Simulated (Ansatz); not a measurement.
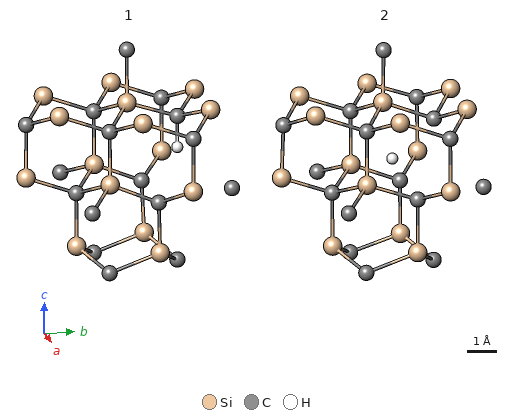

Two geometries of a defect cell of composition Si$_{47}$C$_{48}$H (cell charge −1), drawn at one scale. One is the start of a relaxation, the other its converged end. A ball-and-stick model of the atoms within 4.2 Å of the atom that moves most (axes of the cell of the calculation (origin shifted)), seen slightly off an axis.

Level of theory: DFT, PBEsol, PAW, plane waves in Ansatz. Set-up: plane-wave cutoff 420 eV; k-point mesh 1 × 1 × 1; mesh shifted by (0.25, 0.25, 0.25); collinear spin; atoms relaxed in a fixed cell; force threshold 0.03 eV/Å; at most 80 steps.

Q: Which one is relaxed?

A: Structure 1 is the relaxed one. After 10 geometry steps the energy has fallen by 5.499 eV per cell of the calculation. The largest force component goes from 2.5 to 0.017 eV/Å. The atom that moves furthest is the H atom (1.49 Å along [0 3 1]). Largest moves by element: H 1.49 Å, C 0.17 Å, Si 0.06 Å. The lattice vectors keep their values. Some distances before and after: H–Si 1.950 → 3.178 Å, C–H 2.001 → 1.110 Å, C–Si 1.902 → 1.831 Å, C–Si 1.926 → 1.864 Å. New bonds form: C–H (2.00 → 1.11 Å). Bond angles that change, for instance: Si–C–Si 108.0° → 113.7°, Si–C–Si 108.9° → 114.1°, C–Si–C 110.2° → 105.2°. The program noted that the starting moments weren't kept. The run took roughly 25 core-minutes on a shared host.

Limits of the set-up: the cell is charged, on a uniform background, and energies carry no finite-size correction.
